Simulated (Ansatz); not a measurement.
K2NbO3

The calculation's input:

```
crystal:
  lattice:
    - [5.97091493, 0.0, 0.0]
    - [-2.98545747, 5.17096401, 0.0]
    - [0.0, 0.0, 3.89450621]
  atoms:
    - { symbol: K, position: [0.66666667, 0.33333333, 0.0] }
    - { symbol: K, position: [0.33333333, 0.66666667, 0.0] }
    - { symbol: Nb, position: [0.0, 0.0, 0.0], spin: 3.19 }
    - { symbol: O, position: [0.5, 0.5, 0.5], spin: 0.38 }
    - { symbol: O, position: [0.5, 0.0, 0.5], spin: 0.38 }
    - { symbol: O, position: [0.0, 0.5, 0.5], spin: 0.38 }
basis:
  ecutwfc: 420
kpoints:
  mp_grid: { grid: [6, 6, 10] }
hamiltonian:
  xc: pbe
scf:
  occupations: { method: gaussian, width: 0.1 }
output:
  forces: true
  stress: true
  eigenvalues: true
  populations: true
  write_density: true
  write_potential: true
  elf: true
  volumetric_format: npy
magnetization:
  spin_polarized: true
relax:
  adjacent_minimum: "off"
  f_tol: 0.01
  max_steps: 80
  cell: { stress_tol: 0.05 }
```

Run with:

```sh
ansatz run input.yaml --threads 1 --pin off --max-ram 2560MiB --backend cpu --events-out ev --progress --plain --runs-dir out
```

Below, planes, directions and counts refer to the conventional cell (a = 6.02 Å, b = 6.02 Å, c = 3.68 Å, α = 90.00°, β = 90.00°, γ = 120.00°).

The fields are those of the run's last geometry, not of the input's.

Space group P6/mmm; a structure generated by program, which may or may not match a known phase; spin-polarised.

These are results of Ansatz 0.2.0, DFT PBE, scalar-relativistic, plane waves, PAW, not measurements.

In a PAW calculation such maps are meaningful between the atoms, not at the nuclei.

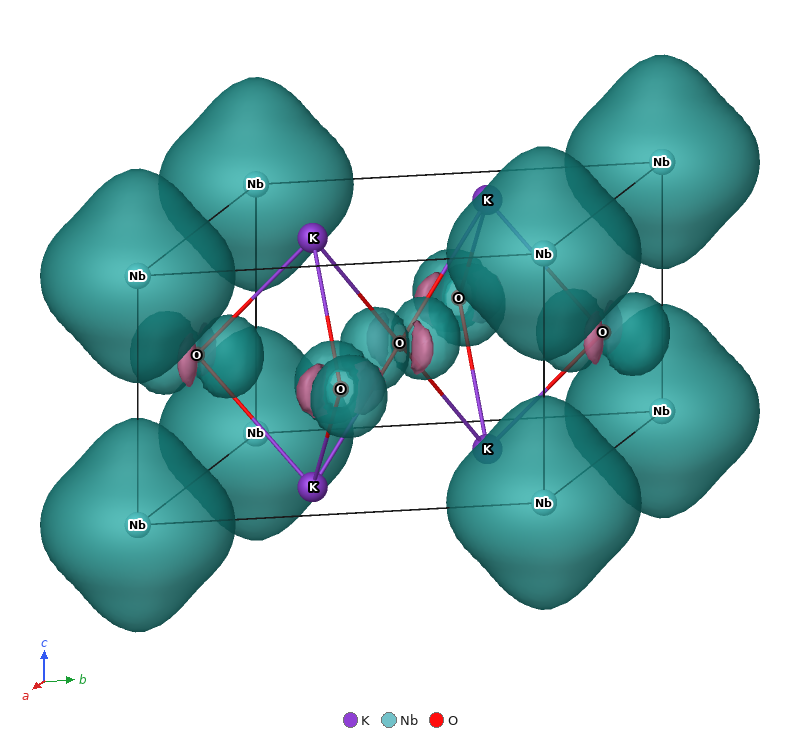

Figure 1. Isosurfaces of the spin density at +0.08 (teal) and −0.08 e/Å³ (pink), seen slightly off an axis. Sticks mark near contacts.

Q: Which atoms carry the moments, and with what signs?

A: The spin density sits on Nb: +2.8 μB in one cell of 6 atoms, with smaller moments on other sites: O (up to +0.44 μB): parallel main moments (a ferromagnetic arrangement) in this solution. The cell of the calculation (6 atoms) carries 4.8 μB of net spin moment.

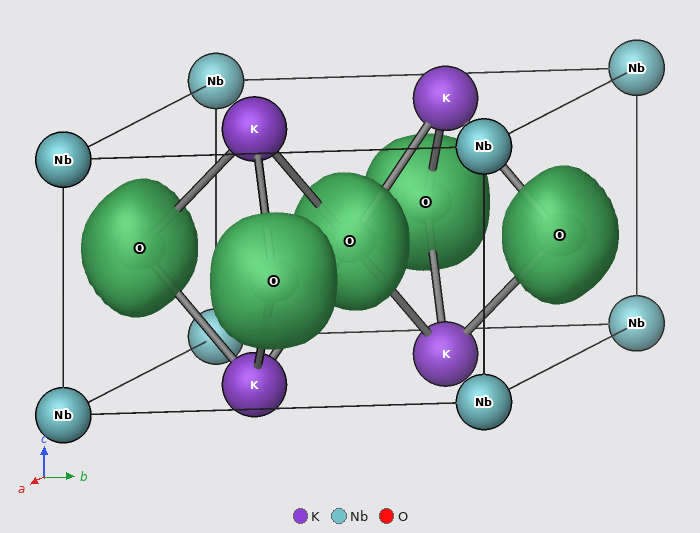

Figure 2. Isosurface of the ELF at 0.7 (green), seen slightly off an axis. Only the valence region is drawn (cores and ρ < 0.01 e/Å³ removed). Sticks mark near contacts.

Q: Identify the bonds, lone pairs and shells in this picture.

A: The ELF exceeds this value in three regions wrapped around O (the valence shell of each), counted in one cell of 6 atoms. Regions shared between cells count once.


K–O (2.53 Å): the ELF is about 0.05 at the midpoint: no localised pair shows between them. K–Nb (3.47 Å): the ELF is about 0.05 at the midpoint; no shared electron pair shows on this line.

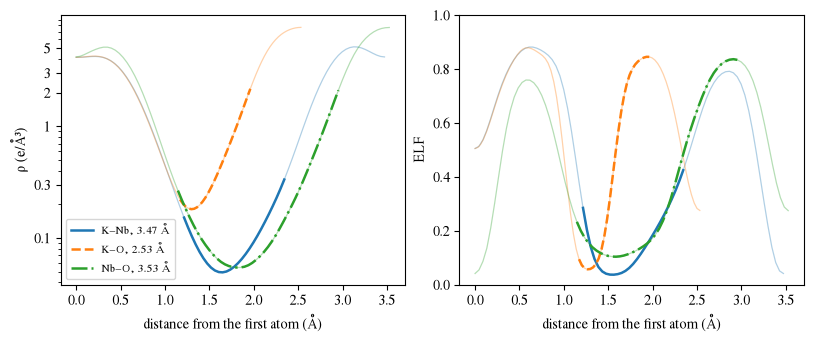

Figure 3. Valence charge density (pseudo) and ELF along straight lines between neighbouring atoms. Thin, pale parts lie inside the atomic spheres.

Q: Compare the contacts.

A: K–Nb (3.47 Å): ρ at the midpoint is about 0.05 e/Å³; the ELF is about 0.05 at the midpoint: no localised pair shows between them.
K–O (2.53 Å): ρ at the midpoint is about 0.18 e/Å³; the ELF is about 0.05 at the midpoint: no localised pair shows between them.
Nb–O (3.53 Å): the density is about 0.05 e/Å³ at the midpoint; the ELF is about 0.10 at the midpoint: no localised pair shows between them.

Q: Metal or insulator at this level of theory?

A: It is gapless in this calculation (a metal or semimetal); semilocal functionals without U, or without the true magnetic order, often close the gap of such compounds.
